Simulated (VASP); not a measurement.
**GaAs(110): relaxation, ionisation energy and affinity**

Aim: ionisation energy and electron affinity of GaAs(110), from a slab and a bulk run lined up through core potentials. The crystal is strained by -1 % in the plane, against this functional's own lattice.

Program: VASP 6.6.1. Level of theory: PBE; plane waves and PAW (Ga, As), in the first sound run; inputs show where later runs differ. Results are calculated unless marked as measured.

**Measured values to reproduce.**

For GaAs, zincblende (commercial semi-insulating (001) wafer, relaxed), “Investigation of Radiation Effect on Structural and Optical Properties of GaAs under High-Energy Electron Irradiation” (2022, pmc:9457441) gives, by high-resolution XRD, reciprocal space mapping: lattice constant a (cubic a from (004) reciprocal space maps; peak position was aligned …) 5.653 Å [Peak position aligned to 66.049 deg for all samples, so the value is effectively fixed by …].

### 1. The starting structure

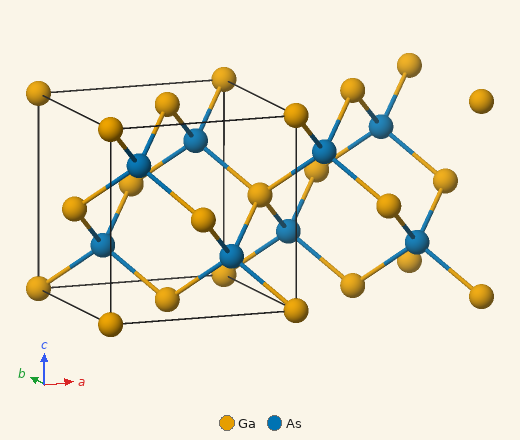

The starting structure, seen slightly off an axis (gallium orange, arsenic blue). 2×1×1 cells are drawn. This picture shows the conventional cell, with its axes. Bonds to atoms that aren't drawn are left out. Some periodic images of atoms are drawn too.

As a file:

```cif
data_structure
_symmetry_space_group_name_H-M 'P 1'
_symmetry_Int_Tables_number 1
_cell_length_a 3.9952
_cell_length_b 3.9952
_cell_length_c 3.9952
_cell_angle_alpha 60.000
_cell_angle_beta 60.000
_cell_angle_gamma 60.000
_cell_volume 45.09
loop_
_atom_site_label
_atom_site_type_symbol
_atom_site_fract_x
_atom_site_fract_y
_atom_site_fract_z
_atom_site_occupancy
Ga1 Ga 0.00000 0.00000 0.00000 1
As2 As 0.25000 0.25000 0.25000 1
```

### 2. Relaxing the bulk crystal

First cell and atoms are relaxed at a raised cutoff, so that later runs start from this functional's own cell.

INCAR

```
SYSTEM = GaAs
PREC = Accurate
ENCUT = 350
EDIFF = 1E-06
NELM = 120
ISMEAR = 0
SIGMA = 0.03
LREAL = .FALSE.
ALGO = Normal
GGA = PE
NBANDS = 10
LORBIT = 11
LWAVE = .FALSE.
LCHARG = .FALSE.
KPAR = 4
IBRION = 2
NSW = 40
ISIF = 3
EDIFFG = -0.02
POTIM = 0.4
```

POSCAR

```
GaAs
1.0
    0.0000000000      2.8250000000      2.8250000000
    2.8250000000      0.0000000000      2.8250000000
    2.8250000000      2.8250000000      0.0000000000
Ga As
1 1
Direct
    0.0000000000      0.0000000000      0.0000000000
    0.2500000000      0.2500000000      0.2500000000
```

KPOINTS

```
Automatic mesh
0
Gamma
6 6 6
0 0 0
```

PAW data sets: Ga and As (PBE family, release 64).

On the command line:

```bash
> mpirun -np 4 vasp_std
```

The program printed:

```text
[banner, memory and clock lines left out]
running    4 mpi-ranks, on    1 nodes
 distrk:  each k-point on    1 cores,    4 groups
 distr:  one band on    1 cores,    1 groups

 POSCAR found type information on POSCAR GaAs
 POSCAR found :  2 types and       2 ions
 LDA part: xc-table for (Slater+PW92), standard interpolation
 POSCAR, INCAR and KPOINTS ok, starting setup
 FFT: planning ... GRIDC
 FFT: planning ... GRID_SOFT
 FFT: planning ... GRID
 WAVECAR not read
 entering main loop
       N       E                     dE             d eps       ncg     rms          rms(c)
DAV:   1     0.119770612326E+02    0.11977E+02   -0.28754E+03   320   0.510E+02
DAV:   2    -0.778037388853E+01   -0.19757E+02   -0.19415E+02   398   0.817E+01
DAV:   3    -0.840787242070E+01   -0.62750E+00   -0.62671E+00   392   0.156E+01
DAV:   4    -0.841050879428E+01   -0.26364E-02   -0.26362E-02   364   0.117E+00
DAV:   5    -0.841051751067E+01   -0.87164E-05   -0.87163E-05   386   0.663E-02    0.389E+00
DAV:   6    -0.826278041946E+01    0.14774E+00   -0.23358E-01   336   0.193E+00    0.229E+00
DAV:   7    -0.822798538467E+01    0.34795E-01   -0.13070E-01   358   0.163E+00    0.599E-01
DAV:   8    -0.822767517305E+01    0.31021E-03   -0.10865E-02   344   0.516E-01    0.973E-02
DAV:   9    -0.822791280555E+01   -0.23763E-03   -0.50264E-04   378   0.139E-01    0.520E-02
DAV:  10    -0.822801065103E+01   -0.97845E-04   -0.12557E-04   340   0.681E-02    0.904E-03
DAV:  11    -0.822801461372E+01   -0.39627E-05   -0.10536E-05   376   0.157E-02    0.651E-03
DAV:  12    -0.822801481015E+01   -0.19643E-06   -0.17191E-06   350   0.686E-03
   1 F= -.82280148E+01 E0= -.82280148E+01  d E =-.822801E+01
 curvature:   0.00 expect dE= 0.000E+00 dE for cont linesearch  0.000E+00
 trial: gam= 0.00000 g(F)=  0.342E-47 g(S)=  0.810E-01 ort = 0.000E+00 (trialstep = 0.100E+01)
 search vector abs. value=  0.810E-01
 bond charge predicted
       N       E                     dE             d eps       ncg     rms          rms(c)
DAV:   1    -0.831626521130E+01   -0.88251E-01   -0.13379E+00   340   0.529E+00    0.112E+00
DAV:   2    -0.827358930557E+01    0.42676E-01   -0.78038E-02   330   0.133E+00    0.545E-01
DAV:   3    -0.826167180572E+01    0.11917E-01   -0.34140E-02   332   0.804E-01    0.171E-01
DAV:   4    -0.826075041455E+01    0.92139E-03   -0.20929E-03   348   0.223E-01    0.742E-02
DAV:   5    -0.826068294302E+01    0.67472E-04   -0.21226E-04   362   0.769E-02    0.502E-02
DAV:   6    -0.826069528139E+01   -0.12338E-04   -0.17534E-05   336   0.226E-02    0.591E-03
DAV:   7    -0.826069406623E+01    0.12152E-05   -0.42359E-06   358   0.748E-03    0.190E-03
DAV:   8    -0.826069431248E+01   -0.24625E-06   -0.47657E-07   306   0.440E-03
   2 F= -.82606943E+01 E0= -.82606762E+01  d E =-.326795E-01
 trial-energy change:   -0.032680  1 .order   -0.034672   -0.080972    0.011629
 step:   0.8588(harm=  0.8744)  dis= 0.00000  next Energy=    -8.261521 (dE=-0.335E-01)
 bond charge predicted
       N       E                     dE             d eps       ncg     rms          rms(c)
DAV:   1    -0.826259826086E+01   -0.19042E-02   -0.27133E-02   340   0.769E-01    0.160E-01
DAV:   2    -0.826176412951E+01    0.83413E-03   -0.14722E-03   340   0.184E-01    0.775E-02
DAV:   3    -0.826153176972E+01    0.23236E-03   -0.70033E-04   330   0.115E-01    0.273E-02
DAV:   4    -0.826151674883E+01    0.15021E-04   -0.40247E-05   350   0.309E-02    0.124E-02
DAV:   5    -0.826151574133E+01    0.10075E-05   -0.48787E-06   354   0.116E-02    0.755E-03
DAV:   6    -0.826151547824E+01    0.26309E-06   -0.32316E-07   216   0.306E-03
   3 F= -.82615155E+01 E0= -.82615153E+01  d E =-.335007E-01
 curvature:  -0.43 expect dE=-0.185E-06 dE for cont linesearch -0.185E-06
 trial: gam=-0.00230 g(F)=  0.548E-48 g(S)=  0.430E-06 ort = 0.187E-03 (trialstep = 0.972E+00)
 search vector abs. value=  0.102E-09
 reached required accuracy - stopping structural energy minimisation
```

Elapsed: 5.2 s, on 4 MPI ranks of AMD EPYC 7R43, shared host; peak memory 0.43 GiB.

Lines that name or quote the potential files are left out of all logs, and their timing lines are given in words.

Parts of OUTCAR (step 2):

```text
ion  position               nearest neighbor table
   1  0.000  0.000  0.000-   2 2.45   2 2.45   2 2.45   2 2.45
   2  0.250  0.250  0.250-   1 2.45   1 2.45   1 2.45   1 2.45

  LATTYP: Found a face centered cubic cell.
 ALAT       =     5.6500000000

 Subroutine GETGRP returns: Found 24 space group operations
 (whereof 24 operations were pure point group operations)

The static configuration has the point symmetry T_d .

 Found     16 irreducible k-points:

   k-points           NKPTS =     16   k-points in BZ     NKDIM =     16   number of bands    NBANDS=     10

   dimension x,y,z NGX =    24 NGY =   24 NGZ =   24
   dimension x,y,z NGXF=    48 NGYF=   48 NGZF=   48

   ENCUT  =  350.0 eV  25.72 Ry    5.07 a.u.   6.09  6.09  6.09*2*pi/ulx,y,z

   NELECT =       8.0000    total number of electrons

 k-points in reciprocal lattice and weights: Automatic mesh
   0.00000000  0.00000000  0.00000000       0.005
   0.16666667  0.00000000  0.00000000       0.037
   0.33333333  0.00000000  0.00000000       0.037
   0.50000000  0.00000000  0.00000000       0.019
   0.16666667  0.16666667  0.00000000       0.028
   0.33333333  0.16666667  0.00000000       0.111
   0.50000000  0.16666667  0.00000000       0.111
  -0.33333333  0.16666667  0.00000000       0.111
  -0.16666667  0.16666667  0.00000000       0.056
[...]
-0.33333333  0.33333333  0.16666667       0.111
  -0.33333333  0.50000000  0.16666667       0.056

 average (electrostatic) potential at core
       1 -15.0668       2 -51.8626

 E-fermi :   2.3865

 k-point     1 :       0.0000    0.0000    0.0000
  band No.  band energies     occupation
      1     -10.0088      2.00000
      2       2.3065      1.99984
      3       2.3065      1.99984
      4       2.3065      1.99984
      5       2.4605      0.00049
      6       6.0434      0.00000
      7       6.0434      0.00000
      8       6.0434      0.00000
      9       9.7457      0.00000
    ...

 k-point     2 :       0.1667    0.0000    0.0000
  band No.  band energies     occupation
      1      -9.7342      2.00000
      2      -0.3891      2.00000
      3       1.9589      2.00000
      4       1.9589      2.00000
      5       3.7458      0.00000
      6       6.5547      0.00000
      7       6.5547      0.00000
      8       6.8448      0.00000
      9      11.0709      0.00000
    ...

 k-point     3 :       0.3333    0.0000    0.0000
  band No.  band energies     occupation
      1      -9.0254      2.00000
      2      -2.8737      2.00000
      3       1.4532      2.00000
      4       1.4532      2.00000
      5       3.3926      0.00000
      6       6.9761      0.00000
      7       6.9761      0.00000
      8       9.2944      0.00000
      9      10.9504      0.00000
    ...

  Total        0.0027247      0.0027247      0.0027247      0.0000000      0.0000000      0.0000000
  in kB        0.0913399      0.0913399      0.0913399      0.0000000      0.0000000      0.0000000
  external PRESSURE =       0.0913399 kB  Pullay stress =       0.0000000 kB

  energy-cutoff  :      350.00
  volume of cell :       47.79
      direct lattice vectors                 reciprocal lattice vectors
    -0.000000000  2.880366367  2.880366367    -0.173589029  0.173589029  0.173589029
     2.880366367  0.000000000  2.880366367     0.173589029 -0.173589029  0.173589029
     2.880366367  2.880366367 -0.000000000     0.173589029  0.173589029 -0.173589029

 POSITION                                       TOTAL-FORCE (eV/Angst)
 -----------------------------------------------------------------------------------
      0.00000      0.00000     -0.00000         0.000000     -0.000000     -0.000000
      1.44018      1.44018      1.44018        -0.000000      0.000000      0.000000
 -----------------------------------------------------------------------------------
    total drift:                                0.000000      0.000000      0.000000

  FREE ENERGIE OF THE ION-ELECTRON SYSTEM (eV)
  ---------------------------------------------------
  free  energy   TOTEN  =        -8.2615154782 eV

  energy  without entropy=       -8.2615151084  energy(sigma->0) =       -8.26151529

 reached required accuracy - stopping structural energy minimisation

 total charge
# of ion       s       p       d       tot
------------------------------------------
    1        1.080   1.123   0.123   2.327
    2        1.213   1.568   0.025   2.805
--------------------------------------------------
tot          2.293   2.691   0.148   5.132

[... 3 further parts left out ...]
```

CONTCAR:

```
GaAs
   1.00000000000000
    -0.0000000000000000    2.8803663672215962    2.8803663672215962
     2.8803663672215962    0.0000000000000000    2.8803663672215962
     2.8803663672215962    2.8803663672215962   -0.0000000000000000
  Ga              As
     1     1
Direct
     0.0000000000000000    0.0000000000000000    0.0000000000000000
     0.2500000000000000    0.2500000000000000    0.2500000000000000
```

The data set Ga keeps the semicore shell frozen, which is cheaper and a little less accurate. The run keeps the 24 symmetry operations of its start, so it cannot find a distortion of lower symmetry.

The steps of the relaxation:

```
step  energy less that of the first step (eV)  largest force (eV/Å)  pressure (GPa)  volume (Å³)
   1                                   0.0000                0.0000            4.20        45.09
   2                                  -0.0327                0.0000           -0.56        48.25
   3                                  -0.0335                0.0000            0.01        47.79
```

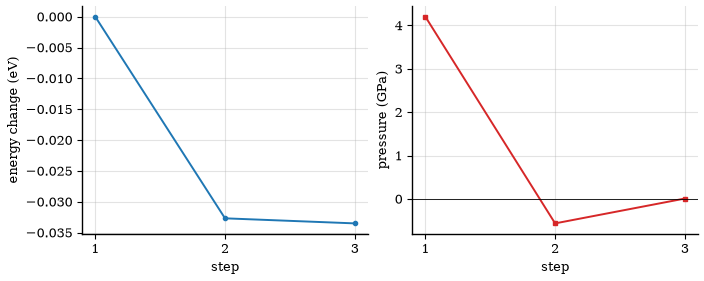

Energy and pressure along the relaxation.

```
conventional cell, symmetrised  before  after  change
                         a (Å)   5.650  5.761  +2.0 %
                         b (Å)   5.650  5.761  +2.0 %
                         c (Å)   5.650  5.761  +2.0 %
              volume (Å³/atom)   22.55  23.90  +6.0 %
```

Final coordinates:

```cif
data_structure
_symmetry_space_group_name_H-M 'P 1'
_symmetry_Int_Tables_number 1
_cell_length_a 4.0735
_cell_length_b 4.0735
_cell_length_c 4.0735
_cell_angle_alpha 60.000
_cell_angle_beta 60.000
_cell_angle_gamma 60.000
_cell_volume 47.79
loop_
_atom_site_label
_atom_site_type_symbol
_atom_site_fract_x
_atom_site_fract_y
_atom_site_fract_z
_atom_site_occupancy
Ga1 Ga 0.00000 0.00000 0.00000 1
As2 As 0.25000 0.25000 0.25000 1
```

This step gave:

| Item | Value |
| --- | --- |
| electronic cycles | 26 |
| electrons | 8 |
| free energy (TOTEN) | -8.262 eV |
| Fermi energy | 2.386 eV |

The run ended after 3 ionic steps, 0.034 eV below its first step, once forces and stress met EDIFFG = -0.02.

### 3. Relax the host again, on a new basis

The volume changed by more than 5 %, so the plane waves of the start no longer fit; a second relaxation removes that error.

Edit INCAR of step 2 so:

```diff
@@ -16,3 +16,3 @@
 IBRION = 2
-NSW = 40
+NSW = 30
 ISIF = 3
```

POSCAR

```
GaAs
1.0
    0.0000000000      2.8803663672      2.8803663672
    2.8803663672      0.0000000000      2.8803663672
    2.8803663672      2.8803663672      0.0000000000
Ga As
1 1
Direct
    0.0000000000      0.0000000000      0.0000000000
    0.2500000000      0.2500000000      0.2500000000
```

KPOINTS is that of step 2.

On the command line:

```bash
> mpirun -np 4 vasp_std
```

The program printed:

```text
[... set-up lines as in an earlier step ...]
 entering main loop
       N       E                     dE             d eps       ncg     rms          rms(c)
DAV:   1     0.116464284439E+02    0.11646E+02   -0.26535E+03   320   0.490E+02
DAV:   2    -0.771264067022E+01   -0.19359E+02   -0.18715E+02   462   0.796E+01
DAV:   3    -0.842182383760E+01   -0.70918E+00   -0.70790E+00   368   0.156E+01
DAV:   4    -0.842569222279E+01   -0.38684E-02   -0.38681E-02   394   0.128E+00
DAV:   5    -0.842570247490E+01   -0.10252E-04   -0.10252E-04   368   0.657E-02    0.359E+00
DAV:   6    -0.828950356471E+01    0.13620E+00   -0.24714E-01   344   0.192E+00    0.210E+00
DAV:   7    -0.826150496150E+01    0.27999E-01   -0.12128E-01   366   0.154E+00    0.586E-01
DAV:   8    -0.826130323085E+01    0.20173E-03   -0.10737E-02   358   0.508E-01    0.941E-02
DAV:   9    -0.826156619627E+01   -0.26297E-03   -0.59956E-04   372   0.145E-01    0.524E-02
DAV:  10    -0.826166778389E+01   -0.10159E-03   -0.14625E-04   350   0.718E-02    0.984E-03
DAV:  11    -0.826167232016E+01   -0.45363E-05   -0.11689E-05   392   0.165E-02    0.682E-03
DAV:  12    -0.826167272938E+01   -0.40922E-06   -0.19468E-06   340   0.714E-03
   1 F= -.82616727E+01 E0= -.82616725E+01  d E =-.826167E+01
 curvature:   0.00 expect dE= 0.000E+00 dE for cont linesearch  0.000E+00
 trial: gam= 0.00000 g(F)=  0.121E-46 g(S)=  0.234E-06 ort = 0.000E+00 (trialstep = 0.100E+01)
 search vector abs. value=  0.234E-06
 reached required accuracy - stopping structural energy minimisation
```

Wall time 5 s (4 MPI ranks); peak memory 0.45 GiB; 17 s of CPU time.

Parts of OUTCAR (step 3):

```text
  LATTYP: Found a face centered cubic cell.
 ALAT       =     5.7607327344

The static configuration has the point symmetry T_d .

 Found     16 irreducible k-points:

   dimension x,y,z NGX =    28 NGY =   28 NGZ =   28
   dimension x,y,z NGXF=    56 NGYF=   56 NGZF=   56

   ENCUT  =  350.0 eV  25.72 Ry    5.07 a.u.   6.21  6.21  6.21*2*pi/ulx,y,z

   NELECT =       8.0000    total number of electrons

 E-fermi :   2.3865

 k-point     1 :       0.0000    0.0000    0.0000
  band No.  band energies     occupation
      1     -10.0089      2.00000
      2       2.3065      1.99984
      3       2.3065      1.99984
      4       2.3065      1.99984
      5       2.4604      0.00049
      6       6.0434      0.00000
      7       6.0434      0.00000
      8       6.0434      0.00000
      9       9.7451      0.00000
    ...

 k-point     2 :       0.1667    0.0000    0.0000
  band No.  band energies     occupation
      1      -9.7342      2.00000
      2      -0.3891      2.00000
      3       1.9589      2.00000
      4       1.9589      2.00000
      5       3.7457      0.00000
      6       6.5547      0.00000
      7       6.5547      0.00000
      8       6.8446      0.00000
      9      11.0704      0.00000
    ...

  Total        0.0020089      0.0020089      0.0020089     -0.0000000     -0.0000000      0.0000000
  in kB        0.0673432      0.0673432      0.0673432     -0.0000000     -0.0000000      0.0000000
  external PRESSURE =       0.0673432 kB  Pullay stress =       0.0000000 kB

  energy-cutoff  :      350.00
  volume of cell :       47.79
      direct lattice vectors                 reciprocal lattice vectors
     0.000000000  2.880366367  2.880366367    -0.173589029  0.173589029  0.173589029
     2.880366367  0.000000000  2.880366367     0.173589029 -0.173589029  0.173589029
     2.880366367  2.880366367  0.000000000     0.173589029  0.173589029 -0.173589029

 POSITION                                       TOTAL-FORCE (eV/Angst)
 -----------------------------------------------------------------------------------
      0.00000      0.00000      0.00000         0.000000      0.000000     -0.000000
      1.44018      1.44018      1.44018        -0.000000     -0.000000      0.000000
 -----------------------------------------------------------------------------------
    total drift:                                0.000000      0.000000      0.000000

  FREE ENERGIE OF THE ION-ELECTRON SYSTEM (eV)
  ---------------------------------------------------
  free  energy   TOTEN  =        -8.2616727294 eV

  energy  without entropy=       -8.2616723549  energy(sigma->0) =       -8.26167254

[... 5 parts as in an earlier step ...]

[... 6 further parts left out ...]
```

CONTCAR:

```
GaAs
   1.00000000000000
     0.0000000000000000    2.8803663672000002    2.8803663672000002
     2.8803663672000002    0.0000000000000000    2.8803663672000002
     2.8803663672000002    2.8803663672000002    0.0000000000000000
  Ga              As
     1     1
Direct
     0.0000000000000000    0.0000000000000000    0.0000000000000000
     0.2500000000000000    0.2500000000000000    0.2500000000000000
```

Little changed from the start: no atom moved by 0.005 Å and no cell edge by 0.1 %.

This step gave:

```yaml
electronic_cycles: 12
```

The start already met the threshold, so nothing moved.

(Continued in part 2 of 4.)

[Lines on the potential files, build, host, timing and source positions are cut from VASP's logs without a mark.]

[Logs are printed without paths, hosts, clocks, repeated set-up lines and the standing remarks that a program may print on its own settings, such as how far it seeks lower states.]

[Hosts, paths, dates, database ids (printed as entryN), source tags and the programs' standing remarks are cut or masked in the printed files.]

[Runs that stopped without an error message from VASP are left out.]
